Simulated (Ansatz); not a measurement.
Cu: geometry relaxation (part 3 of 3)

Cu (slab, 13 atoms in the cell); DFT LDA, scalar-relativistic, plane waves, PAW, PAW set soft_1, no spin polarisation (Ansatz 0.2.0); cutoff 420 eV, 6×6×1 k-mesh, Gaussian smearing of 0.1 eV. The structure derives from an entry of the Crystallography Open Database. The input holds or restrains some coordinates. Forces given for the steps count only the free coordinates.

Geometry of the input (Å; fractional positions):
```
4.9752  0.0000  0.0000
0.0000  4.9752  0.0000
0.0000  0.0000  18.9179
Cu 0.2500  0.2500  0.2114
Cu 0.2500  0.7500  0.2114
Cu 0.7500  0.2500  0.2114
Cu 0.7500  0.7500  0.2114
Cu 0.0000  0.0000  0.3018
Cu 0.0000  0.5000  0.3018
Cu 0.5000  0.0000  0.3018
Cu 0.5000  0.5000  0.3018
Cu 0.2500  0.2500  0.3921
Cu 0.2500  0.7500  0.3921
Cu 0.7500  0.2500  0.3921
Cu 0.7500  0.7500  0.3921
Cu 0.2500  0.2500  0.5317
```

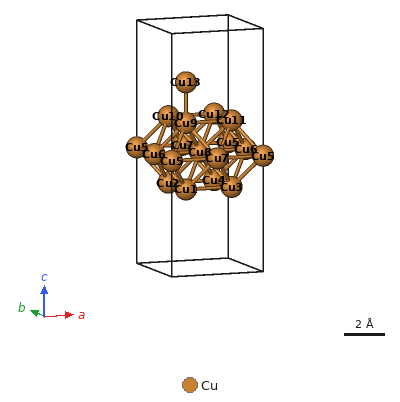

*The geometry at step 4 of the log (ball-and-stick view of the cell of the calculation, with the vacuum cut short, seen slightly off an axis; atoms are numbered from 1 in the order of the input).*

Output, continued:
```
  k-point 2: bands = ["-109.8469", "-109.8431", "-109.8394", "-109.8358", "-109.5724", "-109.3488", "-109.3131", "-109.3088", "-109.3051", "-109.2987", "-109.2977", "-109.2818", "-108.1010", "-67.7104", "-67.7043", "-67.6891", "-67.6818", "-67.6629", "-67.6594", "-67.6540", "-67.6485", "-67.6479", "-67.6408", "-67.6253", "-67.6207", "-67.4416", "-67.3668", "-67.3628", "-67.2129", "-67.1967", "-67.1901", "-67.1869", "-67.1739", "-67.1680", "-67.1461", "-67.1414", "-67.1292", "-67.1284", "-67.1228", "-67.1159", "-67.1131", "-67.1096", "-67.1046", "-67.0977", "-67.0964", "-67.0883", "-67.0774", "-67.0765", "-67.0630", "-66.0828", "-65.8859", "-65.8859", "-6.2544", "-4.5045", "-3.6915", "-2.9412", "-2.8247", "-2.7646", "-2.6710", "-2.6232", "-2.4029", "-2.3866", "-2.2969", "-2.2773", "-2.2541", "-2.1633", "-1.7313", "-1.6462", "-1.5910", "-1.4814", "-1.4741", "-1.4322", "-1.1966", "-1.1702", "-1.1326", "-0.9759", "-0.9552", "-0.9337", "-0.8863", "-0.8251", "-0.8208", "-0.7926", "-0.7909", "-0.7783", "-0.6331", "-0.6081", "-0.5727", "-0.5116", "-0.4004", "-0.3751", "-0.3210", "-0.2135", "-0.1519", "-0.0281", "-0.0211", "-0.0015", "0.0271", "0.0755", "0.0845", "0.1007", "0.1923", "0.2149", "0.2562", "0.2775", "0.3014", "0.3240", "0.3759", "0.3881", "0.3948", "0.5205", "0.5407", "0.5590", "0.6183", "0.6493", "0.7058", "0.7850", "0.9543", "0.9579", "0.9669", "1.0254", "1.0808", "1.3673", "2.6112", "2.6582", "2.9154", "3.4919", "3.6341", "3.8742", "3.9412", "4.9446", "5.6283", "5.8880", "6.1273", "6.6828", "6.8055", "6.9082", "7.3119", "7.7299", "7.7664", "8.0322", "8.9383", "9.1995", "9.3174", "9.7074", "9.7817", "9.8482", "10.3085", "10.5355", "10.7168"]
  k-point 9: bands = ["-109.8413", "-109.8413", "-109.8413", "-109.8413", "-109.5723", "-109.3484", "-109.3096", "-109.3089", "-109.3089", "-109.2977", "-109.2977", "-109.2828", "-108.1010", "-67.6732", "-67.6711", "-67.6703", "-67.6703", "-67.6607", "-67.6607", "-67.6595", "-67.6593", "-67.6553", "-67.6550", "-67.6550", "-67.6548", "-67.4412", "-67.3612", "-67.3612", "-67.1874", "-67.1874", "-67.1655", "-67.1650", "-67.1548", "-67.1544", "-67.1532", "-67.1532", "-67.1443", "-67.1439", "-67.1411", "-67.1297", "-67.1297", "-67.1191", "-67.1186", "-67.0965", "-67.0965", "-67.0893", "-67.0767", "-67.0767", "-67.0637", "-66.0828", "-65.8859", "-65.8859", "-4.2158", "-4.1785", "-4.1644", "-4.1644", "-2.4391", "-2.3703", "-2.3663", "-2.3663", "-2.0363", "-1.9946", "-1.9769", "-1.9769", "-1.8135", "-1.8135", "-1.7892", "-1.7869", "-1.7082", "-1.7082", "-1.7022", "-1.6986", "-1.2629", "-1.2597", "-1.2597", "-1.1720", "-1.1331", "-1.1225", "-1.0955", "-1.0955", "-0.9362", "-0.6921", "-0.6921", "-0.5637", "-0.4679", "-0.4487", "-0.4487", "-0.4277", "-0.4192", "-0.4144", "-0.4039", "-0.4039", "-0.3891", "-0.1721", "-0.1721", "-0.1711", "-0.1640", "-0.1192", "-0.1192", "-0.1168", "-0.0349", "-0.0251", "-0.0087", "-0.0087", "0.0218", "0.0223", "0.0223", "0.0265", "0.1597", "0.3053", "0.3053", "0.3447", "0.5554", "0.5554", "0.6051", "0.6081", "0.8676", "0.9533", "0.9955", "0.9986", "0.9986", "1.3343", "1.5688", "1.5836", "1.5836", "2.8203", "4.0587", "4.0587", "4.3864", "4.9612", "6.3071", "6.3071", "7.1048", "7.2127", "8.3907", "8.3907", "8.8426", "9.6066", "9.6704", "9.6704", "9.7235", "9.7262", "9.8733", "9.8786", "9.8786", "10.0377", "10.0377", "10.0756", "10.2258"]
--- Relaxed structure (6 steps of the walk, 6 accepted, 0 SCFs on fresh bases) ---
  F+E_penalty+E_count = -85216.11427732 eV   max|allowed force component| = 8.471e-3 eV/Å
  atoms:
    - { symbol: Cu, position: [0.24999999999999997, 0.24999999999999997, 0.2114401217] }
    - { symbol: Cu, position: [0.24999999999999997, 0.75, 0.2114401217] }
    - { symbol: Cu, position: [0.75, 0.24999999999999997, 0.2114401217] }
    - { symbol: Cu, position: [0.75, 0.75, 0.2114401217] }
    - { symbol: Cu, position: [0.0, 0.0, 0.3017752139] }
    - { symbol: Cu, position: [0.0, 0.49999999999999994, 0.3017752139] }
    - { symbol: Cu, position: [0.49999999999999994, 0.0, 0.3017752139] }
    - { symbol: Cu, position: [0.49999999999999994, 0.49999999999999994, 0.3017752139] }
    - { symbol: Cu, position: [0.24999999999999997, 0.24999999999999997, 0.39210965019999994] }
    - { symbol: Cu, position: [0.24999999999999997, 0.75, 0.39210965019999994] }
    - { symbol: Cu, position: [0.75, 0.24999999999999997, 0.39210965019999994] }
    - { symbol: Cu, position: [0.75, 0.75, 0.39210965019999994] }
    - { symbol: Cu, position: [0.24999999999999997, 0.24999999999999997, 0.5061003106560206] }
```

Trajectory as extended XYZ (Å, eV, eV/Å), 6 frames, from step=1 to step=6:
```
13
Lattice="4.9752 0.0000 0.0000 0.0000 4.9752 0.0000 0.0000 0.0000 18.9179" Properties=species:S:1:pos:R:3:forces:R:3 step=1 energy=-85215.50683
Cu    1.2438    1.2438    4.0000    0.0000   0.0000  -0.0021
Cu    1.2438    3.7314    4.0000    0.0000   0.0000  -0.0112
Cu    3.7314    1.2438    4.0000    0.0000   0.0000  -0.0112
Cu    3.7314    3.7314    4.0000    0.0000   0.0000  -0.0376
Cu    0.0000    0.0000    5.7089    0.0205   0.0205  -0.0669
Cu    0.0000    2.4876    5.7089    0.0205  -0.0205  -0.0669
Cu    2.4876    0.0000    5.7089   -0.0205   0.0205  -0.0669
Cu    2.4876    2.4876    5.7089   -0.0205  -0.0205  -0.0669
Cu    1.2438    1.2438    7.4179    0.0000   0.0000   1.1127
Cu    1.2438    3.7314    7.4179    0.0000   0.0000   0.4480
Cu    3.7314    1.2438    7.4179    0.0000   0.0000   0.4480
Cu    3.7314    3.7314    7.4179    0.0000   0.0000   0.0666
Cu    1.2438    1.2438   10.0579    0.0000   0.0000  -1.7451
13
Lattice="4.9752 0.0000 0.0000 0.0000 4.9752 0.0000 0.0000 0.0000 18.9179" Properties=species:S:1:pos:R:3:forces:R:3 step=2 energy=-85215.83498
Cu    1.2438    1.2438    4.0000    0.0000   0.0000   0.0036
Cu    1.2438    3.7314    4.0000    0.0000   0.0000  -0.0092
Cu    3.7314    1.2438    4.0000    0.0000   0.0000  -0.0092
Cu    3.7314    3.7314    4.0000    0.0000   0.0000  -0.0385
Cu    0.0000    0.0000    5.7089    0.0199   0.0199  -0.0828
Cu    0.0000    2.4876    5.7089    0.0199  -0.0199  -0.0828
Cu    2.4876    0.0000    5.7089   -0.0199   0.0199  -0.0828
Cu    2.4876    2.4876    5.7089   -0.0199  -0.0199  -0.0828
Cu    1.2438    1.2438    7.4179    0.0000   0.0000   0.8771
Cu    1.2438    3.7314    7.4179    0.0000   0.0000   0.4978
Cu    3.7314    1.2438    7.4179    0.0000   0.0000   0.4978
Cu    3.7314    3.7314    7.4179    0.0000   0.0000   0.0681
Cu    1.2438    1.2438    9.8629    0.0000   0.0000  -1.5564
13
Lattice="4.9752 0.0000 0.0000 0.0000 4.9752 0.0000 0.0000 0.0000 18.9179" Properties=species:S:1:pos:R:3:forces:R:3 step=3 energy=-85216.07586
Cu    1.2438    1.2438    4.0000    0.0000   0.0000   0.0105
Cu    1.2438    3.7314    4.0000    0.0000   0.0000  -0.0078
Cu    3.7314    1.2438    4.0000    0.0000   0.0000  -0.0078
Cu    3.7314    3.7314    4.0000    0.0000   0.0000  -0.0406
Cu    0.0000    0.0000    5.7089    0.0179   0.0179  -0.0998
Cu    0.0000    2.4876    5.7089    0.0179  -0.0179  -0.0998
Cu    2.4876    0.0000    5.7089   -0.0179   0.0179  -0.0998
Cu    2.4876    2.4876    5.7089   -0.0179  -0.0179  -0.0998
Cu    1.2438    1.2438    7.4179    0.0000   0.0000   0.0562
Cu    1.2438    3.7314    7.4179    0.0000   0.0000   0.5429
Cu    3.7314    1.2438    7.4179    0.0000   0.0000   0.5429
Cu    3.7314    3.7314    7.4179    0.0000   0.0000   0.0719
Cu    1.2438    1.2438    9.6679    0.0000   0.0000  -0.7699
13
Lattice="4.9752 0.0000 0.0000 0.0000 4.9752 0.0000 0.0000 0.0000 18.9179" Properties=species:S:1:pos:R:3:forces:R:3 step=4 energy=-85216.09212
Cu    1.2438    1.2438    4.0000    0.0000   0.0000   0.0161
Cu    1.2438    3.7314    4.0000    0.0000   0.0000  -0.0078
Cu    3.7314    1.2438    4.0000    0.0000   0.0000  -0.0078
Cu    3.7314    3.7314    4.0000    0.0000   0.0000  -0.0433
Cu    0.0000    0.0000    5.7089    0.0151   0.0151  -0.1138
Cu    0.0000    2.4876    5.7089    0.0151  -0.0151  -0.1138
Cu    2.4876    0.0000    5.7089   -0.0151   0.0151  -0.1138
Cu    2.4876    2.4876    5.7089   -0.0151  -0.0151  -0.1138
Cu    1.2438    1.2438    7.4179    0.0000   0.0000  -1.4764
Cu    1.2438    3.7314    7.4179    0.0000   0.0000   0.5735
Cu    3.7314    1.2438    7.4179    0.0000   0.0000   0.5735
Cu    3.7314    3.7314    7.4179    0.0000   0.0000   0.0780
Cu    1.2438    1.2438    9.5129    0.0000   0.0000   0.7483
13
Lattice="4.9752 0.0000 0.0000 0.0000 4.9752 0.0000 0.0000 0.0000 18.9179" Properties=species:S:1:pos:R:3:forces:R:3 step=5 energy=-85216.11427
Cu    1.2438    1.2438    4.0000    0.0000   0.0000   0.0139
Cu    1.2438    3.7314    4.0000    0.0000   0.0000  -0.0076
Cu    3.7314    1.2438    4.0000    0.0000   0.0000  -0.0076
Cu    3.7314    3.7314    4.0000    0.0000   0.0000  -0.0421
Cu    0.0000    0.0000    5.7089    0.0163   0.0163  -0.1082
Cu    0.0000    2.4876    5.7089    0.0163  -0.0163  -0.1082
Cu    2.4876    0.0000    5.7089   -0.0163   0.0163  -0.1082
Cu    2.4876    2.4876    5.7089   -0.0163  -0.0163  -0.1082
Cu    1.2438    1.2438    7.4179    0.0000   0.0000  -0.7336
Cu    1.2438    3.7314    7.4179    0.0000   0.0000   0.5625
Cu    3.7314    1.2438    7.4179    0.0000   0.0000   0.5625
Cu    3.7314    3.7314    7.4179    0.0000   0.0000   0.0759
Cu    1.2438    1.2438    9.5743    0.0000   0.0000   0.0079
13
Lattice="4.9752 0.0000 0.0000 0.0000 4.9752 0.0000 0.0000 0.0000 18.9179" Properties=species:S:1:pos:R:3:forces:R:3 step=6 energy=-85216.11428
Cu    1.2438    1.2438    4.0000    0.0000   0.0000   0.0139
Cu    1.2438    3.7314    4.0000    0.0000   0.0000  -0.0075
Cu    3.7314    1.2438    4.0000    0.0000   0.0000  -0.0075
Cu    3.7314    3.7314    4.0000    0.0000   0.0000  -0.0420
Cu    0.0000    0.0000    5.7089    0.0163   0.0163  -0.1082
Cu    0.0000    2.4876    5.7089    0.0163  -0.0163  -0.1082
Cu    2.4876    0.0000    5.7089   -0.0163   0.0163  -0.1082
Cu    2.4876    2.4876    5.7089   -0.0163  -0.0163  -0.1082
Cu    1.2438    1.2438    7.4179    0.0000   0.0000  -0.7335
Cu    1.2438    3.7314    7.4179    0.0000   0.0000   0.5626
Cu    3.7314    1.2438    7.4179    0.0000   0.0000   0.5626
Cu    3.7314    3.7314    7.4179    0.0000   0.0000   0.0759
Cu    1.2438    1.2438    9.5743    0.0000   0.0000   0.0085
```

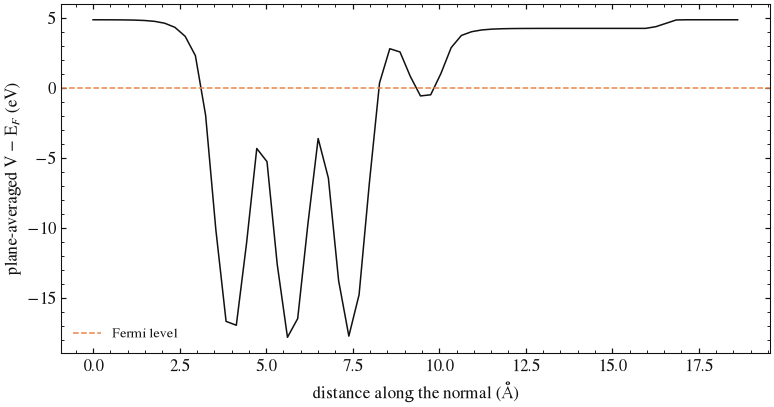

*Plane average of the electrostatic potential energy of an electron across the cell, from the Fermi level.*

The vacuum level lies 4.24 eV above the Fermi level on the upper side and 4.85 eV on the lower.

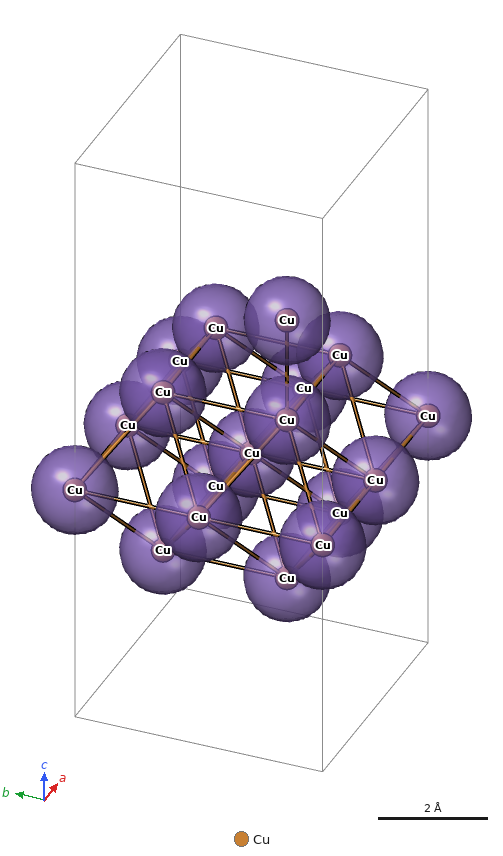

*Isosurface of the valence charge density (pseudo) at 1 e/Å³ (purple), seen at an oblique angle. Sticks mark near contacts.*

At this value the density breaks into separate islands; it holds about 85 % of the electrons treated as valence (semicore included). It is pinched off along the Cu–Cu (2.16 Å) and Cu–Cu (2.45 Å) contacts. On the grid the lowest density along these lines, outside the cores, is 0.52 e/Å³ (Cu–Cu, 2.16 Å) and 0.32 e/Å³ (Cu–Cu, 2.45 Å). In a PAW calculation such maps are meaningful between the atoms, not at the nuclei.

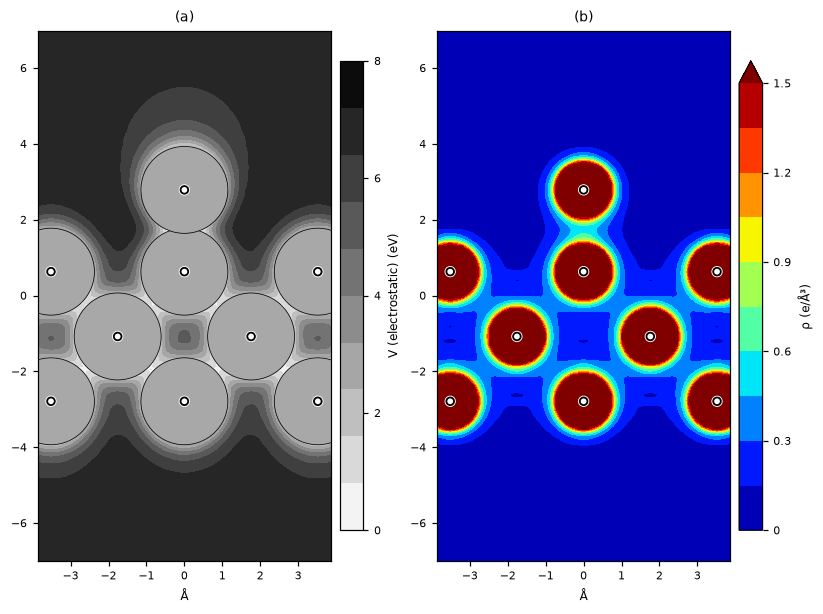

*(a) electrostatic potential (local pseudopotential plus Hartree) felt by an electron; (b) valence charge density (pseudo) on the (110) plane of the calculation cell, a cut from vacuum to vacuum. Circles mark the nuclei in the plane (Cu). Grey discs, where drawn, cover atomic cores.*

Atoms in the plane: Cu. Cu–Cu (2.16 Å): the density is about 0.53 e/Å³ at the midpoint. Cu–Cu (2.45 Å): ρ is about 0.32 e/Å³ halfway. The density dies away to nearly zero in the vacuum.
